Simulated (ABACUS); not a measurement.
## Band-structure run, with input and output: Li (part 2 of 2)

The same run, continued: Li (Im-3m, 1 atom in the cell); Kohn-Sham DFT of a periodic cell, WC, Ansatz NC PBE, no spin polarisation (ABACUS 3.10.1); cutoff 1034.03 eV, 9×9×9 k-mesh, fermi-dirac of 0.05 eV. The structure derives from an entry of the Crystallography Open Database.

Geometry of the input (Å; fractional positions):
```
-1.7547  1.7547  1.7547
1.7547  -1.7547  1.7547
1.7547  1.7547  -1.7547
Li 0.0000  0.0000  0.0000
```

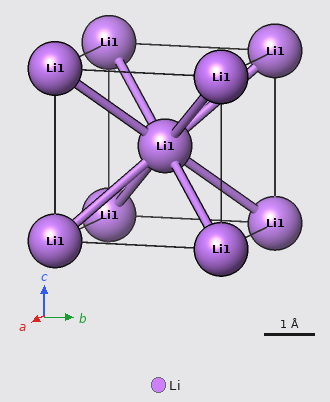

Figure 1. The structure (ball-and-stick view of the cell 2 times as large as that of the calculation, set on its symmetry axes, seen slightly off an axis; atoms are numbered from 1 in the order of the input).

## What the program printed, continued
```
----------------------------------------------------------
     Energy           Rydberg                 eV
----------------------------------------------------------
 E_KohnSham     -14.4134309234       -196.1047882872
 E_Harris       -14.5547658315       -198.0277483642
 E_Fermi        0.0602088536         0.8191834789
----------------------------------------------------------

 PW ALGORITHM --------------- ION=   1  ELEC=   2--------------------------------

 Density error is 0.000254959431311
                          Error Threshold = 0.000102544069292
----------------------------------------------------------
     Energy           Rydberg                 eV
----------------------------------------------------------
 E_KohnSham     -14.4134196731       -196.1046352199
 E_Harris       -14.4535697530       -196.6509050816
 E_Fermi        0.0570841042         0.7766690828
----------------------------------------------------------

 PW ALGORITHM --------------- ION=   1  ELEC=   3--------------------------------

 Density error is 6.60077612254e-06
                          Error Threshold = 8.49864771036e-06
----------------------------------------------------------
     Energy           Rydberg                 eV
----------------------------------------------------------
 E_KohnSham     -14.4134425834       -196.1049469307
 E_Harris       -14.4158866510       -196.1382001761
 E_Fermi        0.0556699550         0.7574285954
----------------------------------------------------------

 PW ALGORITHM --------------- ION=   1  ELEC=   4--------------------------------

 Density error is 7.91666114727e-08
                          Error Threshold = 2.20025870751e-07
----------------------------------------------------------
     Energy           Rydberg                 eV
----------------------------------------------------------
 E_KohnSham     -14.4134429148       -196.1049514384
 E_Harris       -14.4137160152       -196.1086671610
 E_Fermi        0.0554390588         0.7542870912
----------------------------------------------------------

 PW ALGORITHM --------------- ION=   1  ELEC=   5--------------------------------

 Density error is 3.98725602812e-10
                          Error Threshold = 2.63888704909e-09
----------------------------------------------------------
     Energy           Rydberg                 eV
----------------------------------------------------------
 E_KohnSham     -14.4134429323       -196.1049516766
 E_KS(sigma->0) -14.4132550999       -196.1023960867
 E_Harris       -14.4134460016       -196.1049934377
 E_band         -6.7384246760        -91.6809711379
 E_one_elec     -9.8679579165        -134.2604552882
 E_Hartree      3.7010137488         50.3548753603
 E_xc           -3.3071909312        -44.9966410377
 E_Ewald        -4.9389321688        -67.1976195312
 E_entropy(-TS) -0.0003756647        -0.0051111798
 E_descf        0.0000000000         0.0000000000
 E_exx          0.0000000000         0.0000000000
 E_Fermi        0.0554501665         0.7544382194
----------------------------------------------------------

 charge density convergence is achieved
 final etot is -196.10495168 eV
 EFERMI = 0.75443821936 eV

 STATE ENERGY(eV) AND OCCUPATIONS    NSPIN == 1
 1/9 kpoint (Cartesian) = 0.0000 0.0000 0.0000 (1601 pws)
       1       -45.5616     0.00274348
       2       -2.72365     0.00274348
       3        14.9064        0.00000
       4        14.9064        0.00000
       5        14.9064        0.00000
       6        19.3493        0.00000
       7        19.3493        0.00000
       8        19.3493        0.00000
       9        20.2874        0.00000
      10        20.2874        0.00000
      11        20.6020        0.00000
      12        20.6020        0.00000

 2/9 kpoint (Cartesian) = 0.031662 -0.031662 0.0000 (1615 pws)
       1       -45.5598      0.0329218
       2       -2.49407      0.0329218
       3        13.3352        0.00000
       4        13.9344        0.00000
       5        14.5113        0.00000
       6        17.4393        0.00000
       7        17.4916        0.00000
       8        19.2605        0.00000
       9        20.3845        0.00000
      10        20.9081        0.00000
      11        22.9058        0.00000
      12        23.0623        0.00000

 3/9 kpoint (Cartesian) = 0.063324 -0.063324 0.0000 (1613 pws)
       1       -45.5553      0.0329218
       2       -1.80540      0.0329218
       3        9.96935    3.00426e-82
       4        12.4876        0.00000
       5        13.5944        0.00000
       6        15.7169        0.00000
       7        16.8334        0.00000
       8        19.4643        0.00000
       9        22.0672        0.00000
      10        24.1107        0.00000
      11        26.2508        0.00000
      12        26.6449        0.00000

 4/9 kpoint (Cartesian) = 0.094986 -0.094986 0.0000 (1627 pws)
       1       -45.5502      0.0329218
       2      -0.675209      0.0329218
       3        6.74896    2.81644e-54
       4        11.4131        0.00000
       5        12.7367        0.00000
       6        14.5212        0.00000
       7        16.8935        0.00000
       8        20.5983        0.00000
       9        24.0769        0.00000
      10        27.1197        0.00000
      11        28.0910        0.00000
      12        29.0663        0.00000

 5/9 kpoint (Cartesian) = 0.12665 -0.12665 0.0000 (1635 pws)
       1       -45.5469      0.0329218
       2       0.697592      0.0249256
       3        4.29244    6.12063e-33
       4        10.8594        0.00000
       5        12.2592        0.00000
       6        13.9219        0.00000
       7        17.1032        0.00000
       8        22.1377        0.00000
       9        24.6843        0.00000
      10        26.3319        0.00000
      11        27.7447        0.00000
      12        32.5895        0.00000

 6/9 kpoint (Cartesian) = 0.063324 -0.031662 -0.031662 (1620 pws)
       1       -45.5567      0.0658436
       2       -2.03425      0.0658436
       3        11.6021        0.00000
       4        11.9459        0.00000
       5        13.3777        0.00000
       6        16.9331        0.00000
       7        17.2128        0.00000
       8        19.3647        0.00000
       9        21.3489        0.00000
      10        23.3095        0.00000
      11        23.4718        0.00000
      12        27.3515        0.00000

[... levels at 3 further k points ...]

------------------------------------------------------------------------------------------
 TOTAL-FORCE (eV/Angstrom)
------------------------------------------------------------------------------------------
                       Li1         0.0000000000         0.0000000000         0.0000000000
------------------------------------------------------------------------------------------

----------------------------------------------------------------
 TOTAL-STRESS (KBAR)
----------------------------------------------------------------
        -6.1807829076        -0.0000000000        -0.0000000000
        -0.0000000000        -6.1807829076         0.0000000000
         0.0000000000         0.0000000000        -6.1807829076
----------------------------------------------------------------
 TOTAL-PRESSURE: -6.180783 KBAR

 --------------------------------------------
 !FINAL_ETOT_IS -196.1049516766204306 eV
 --------------------------------------------
```

## Standard output
```
ABACUS v3.10.1

               Atomic-orbital Based Ab-initio Computation at UStc

 dft_functional readin is: wc
 dft_functional in pseudopot file is: PBE
 Please make sure this is what you need

%%%%%%%%%%%%%%%%%%%%%%%%%%%%%%%%%%%%%%%%%%%%%%%%%%%%%%%%%%%%%%%%%%%%%%%%%%%%%%%%%%%%%%%%%%%%%%%%%%%%%%%%%
 Warning: the number of valence electrons in pseudopotential > 1 for Li: [He] 2s1
 Pseudopotentials with additional electrons can yield (more) accurate outcomes, but may be less efficient.
 If you're confident that your chosen pseudopotential is appropriate, you can safely ignore this warning.
%%%%%%%%%%%%%%%%%%%%%%%%%%%%%%%%%%%%%%%%%%%%%%%%%%%%%%%%%%%%%%%%%%%%%%%%%%%%%%%%%%%%%%%%%%%%%%%%%%%%%%%%%

 UNIFORM GRID DIM        : 32 * 32 * 32
 UNIFORM GRID DIM(BIG)   : 32 * 32 * 32
 ---------------------------------------------------------
 Self-consistent calculations for electrons
 ---------------------------------------------------------
 SPIN    KPOINTS         PROCESSORS  THREADS
 1       35              4           4
 ---------------------------------------------------------
 Use plane wave basis
 ---------------------------------------------------------
 ELEMENT NATOM       XC
 Li      1
 ---------------------------------------------------------
 Initial plane wave basis and FFT box
 ---------------------------------------------------------
 -------------------------------------------
 SELF-CONSISTENT :
 -------------------------------------------
 START CHARGE      : atomic
 ITER       ETOT/eV          EDIFF/eV         DRHO     TIME/s
 DA1     -1.96104788e+02   0.00000000e+00   3.0763e-03   1.04
 DA2     -1.96104635e+02   1.53067278e-04   2.5496e-04   0.24
 DA3     -1.96104947e+02  -3.11710737e-04   6.6008e-06   0.27
 DA4     -1.96104951e+02  -4.50777404e-06   7.9167e-08   0.25
 DA5     -1.96104952e+02  -2.38171540e-07   3.9873e-10   0.38
----------------------------------------------------------------
 TOTAL-STRESS (KBAR)
----------------------------------------------------------------
        -6.1807829076        -0.0000000000        -0.0000000000
        -0.0000000000        -6.1807829076         0.0000000000
         0.0000000000         0.0000000000        -6.1807829076
----------------------------------------------------------------
 TOTAL-PRESSURE: -6.180783 KBAR
```

## Results in brief

```tsv
quantity	value
outcome	converged
space group (tolerance 0.01 Å)	Im-3m (229)
electrons treated	3
free energy	−196.1050 eV
Fermi energy of the self-consistent step	0.754 eV
gap on the k-point mesh	none (metallic)
pressure	−0.62 GPa
largest force (length of the vector)	under 0.001 eV/Å
hardware	4 threads of Intel Xeon @ 2.50GHz (Skylake/Cascade Lake), 64 GiB of memory available, shared host
wall time	2.9 s (CPU time 11 s)
peak memory	0.24 GiB
```
